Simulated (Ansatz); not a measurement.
The Ansatz input:

```
crystal:
  lattice:
    - [-1.8996082691, 1.8996082691, 4.8485069482]
    - [1.8996082691, -1.8996082691, 4.8485069482]
    - [1.8996082691, 1.8996082691, -4.8485069482]
  atoms:
    - { symbol: Ti, position: [0.0, 0.0, 0.0] }
    - { symbol: Ti, position: [0.75, 0.25, 0.5] }
    - { symbol: O, position: [0.2064947467, 0.2064947467, 0.0] }
    - { symbol: O, position: [0.9564947467, 0.4564947467, 0.5] }
    - { symbol: O, position: [0.5435052533, 0.0435052533, 0.5] }
    - { symbol: O, position: [0.7935052533, 0.7935052533, 0.0] }
basis:
  ecutwfc: 420
kpoints:
  mp_grid: { grid: [10, 10, 10] }
  band_path:
    path:
      - [[0.0, 0.0, 0.0], [0.0, 0.0, 0.5], [0.25, 0.25, 0.25], [0.0, 0.5, 0.0], [0.0, 0.0, 0.0], [0.5, 0.5, -0.5], [0.28837533, 0.71162467, -0.28837533]]
      - [[-0.28837533, 0.28837533, 0.28837533], [0.0, 0.0, 0.0]]
      - [[0.0, 0.0, 0.5], [-0.07675065, 0.07675065, 0.5]]
      - [[0.5, 0.5, -0.07675065], [0.5, 0.5, -0.5]]
    npoints: 14
hamiltonian:
  xc: pbe
scf:
  occupations: { method: gaussian, width: 0.02 }
  n_extra_bands: 15
output:
  forces: true
  stress: true
  eigenvalues: true
  populations: true
  dos: { projected: true, de: 0.02, nscf_kmesh: { grid: [15, 15, 15] } }
  bader: true
  write_density: true
  write_potential: true
  elf: true
  volumetric_format: npy
```

Command:
```bash
ansatz run input.yaml --threads 2 --pin off --max-ram 5120MiB --backend cpu --events-out ev --progress --plain --runs-dir out
```

What will the band structure and density of states look like? The path is Γ–X–P–N–Γ–M–S|S0–Γ|X–R|G–M.

A semiconductor. The gap along this path is 2.12 eV and indirect, from the valence-band top between Γ and X to the conduction-band bottom at Γ; the smallest direct gap is 2.43 eV, between Γ and M. The top valence band spans 0.8 eV and the lowest conduction band 1.3 eV. The direct gaps are 3.84 eV at N, 3.29 eV at X and 2.54 eV at Γ. By projected weight, the top eV of the valence band is O almost alone; the bottom eV of the conduction band is Ti almost alone.

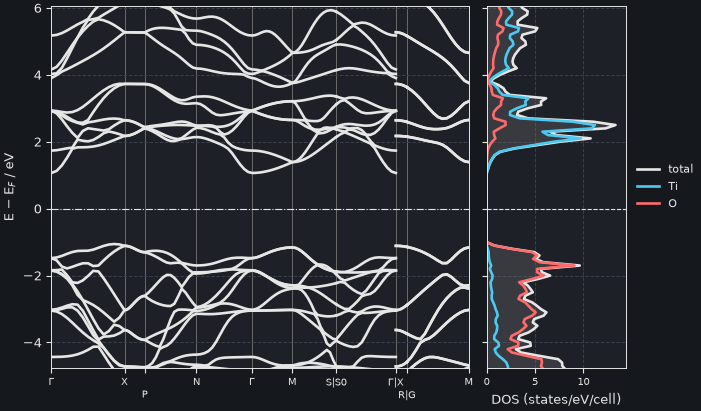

Band structure and density of states. Energies are counted from the Fermi level. The partial curves are projected on Löwdin-orthogonalised atomic shells.
